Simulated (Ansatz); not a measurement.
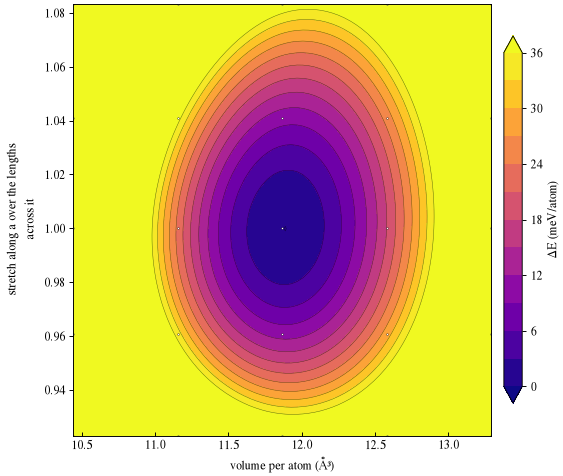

Cu (Cmcm, No. 63; 2 atoms in the cell). The energy is mapped over volume and the cell's shape. Coordinates scanned: (1) volume per atom; (2) stretch along a over the lengths across it, relative to the relaxed cell. Nothing is relaxed (fractional coordinates fixed). The grid has 5 × 5 points. Points are written as (first, second). All energies are given in meV/atom relative to the lowest grid point. Computed with DFT PBEsol, scalar-relativistic, plane waves, PAW in Ansatz 0.2.0. Settings: cutoff 520 eV, k-mesh 22×22×20 in the order of the run's cell vectors, gaussian smearing 0.15 eV, no spin polarisation.

The picture shows filled contours, dots at the grid points, one colour for all values above the top of the scale. Between grid points the surface is interpolated.

Estimate the position of the minimum and the force constants in these coordinates.

The interpolated minimum is at volume per atom ≈ 11.87 Å³, the second coordinate ≈ 1.000. The curvatures there are about 0.16 eV/(Å³)² and 26 eV, with a cross term of about −0.1 eV/Å³ (per cell of 2 atoms). Round the minimum the two coordinates are weakly coupled (coupling −0.05 in units of the two stiffnesses).

PAW datasets: the set soft_1.
